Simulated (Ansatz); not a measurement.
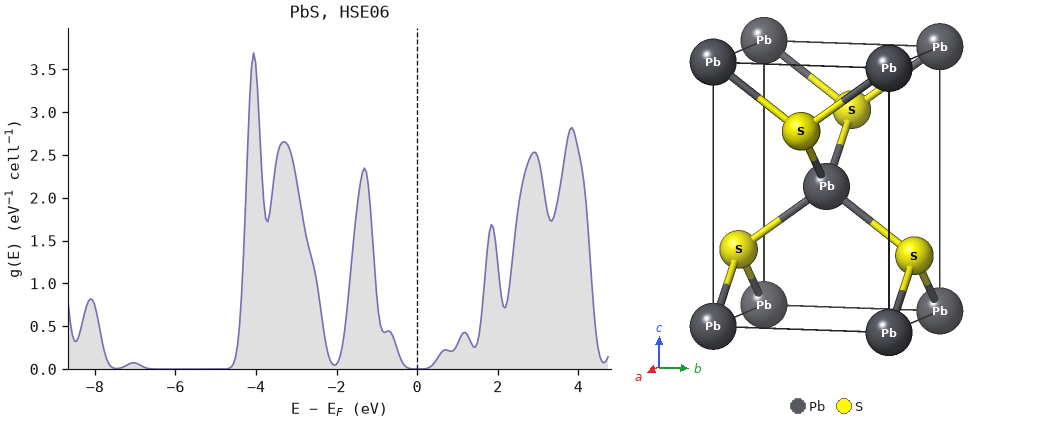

Density of states, beside the structure. Energies are counted from the Fermi level, put mid-gap where there is a gap. The curve is built from the levels of the k mesh with Gaussians 0.4 eV wide, which also blur the band edges.

This input was run:

```
crystal:
  lattice:
    - [0.0, 3.3009775053, 3.3957155597]
    - [3.3009775053, 0.0, 3.3957155597]
    - [3.3009775053, 3.3009775053, 0.0]
  atoms:
    - { symbol: Pb, position: [0.0, 0.0, 0.0] }
    - { symbol: S, position: [0.25, 0.25, 0.25] }
kpoints:
  mp_grid: { grid: [4, 4, 4] }
  band_path:
    path:
      - [0.0, 0.0, 0.0]
      - [-0.5, -0.5, 0.0]
      - [-0.375, -0.375, 0.25]
      - [-0.375, 0.0, 0.375]
      - [0.0, 0.0, 0.5]
      - [-0.5, -0.25, 0.25]
      - [0.260417, -0.5, -0.239583]
      - [0.0, 0.5, 0.5]
    npoints: 1
hamiltonian:
  xc: hse06
scf:
  occupations: { method: fixed }
  n_extra_bands: 4
output:
  forces: true
  stress: true
  eigenvalues: true
```

Launched with:
```bash
ansatz run input.yaml --threads 4 --pin off --max-ram 3686MiB --backend cpu --events-out ev --progress --plain --runs-dir out
```

**Metal or insulator, going by the density of states?**

There is a gap; over the k points computed it is 1.32 eV (indirect; the smallest direct gap is 1.83 eV).

**How wide is the upper valence band?**

The upper group of valence states starts about 3.5 eV under the valence-band top (which lies at −0.7 eV on this axis), with a gap beneath it; it holds about 6 electrons a cell.

**Where is the tallest peak of the filled states in the window?**

Within the window shown, the tallest peak of the filled states lies 3.4 eV under the valence-band top, at about 3.7 states per eV and cell.

Spin-orbit coupling is left out, which matters for Pb.
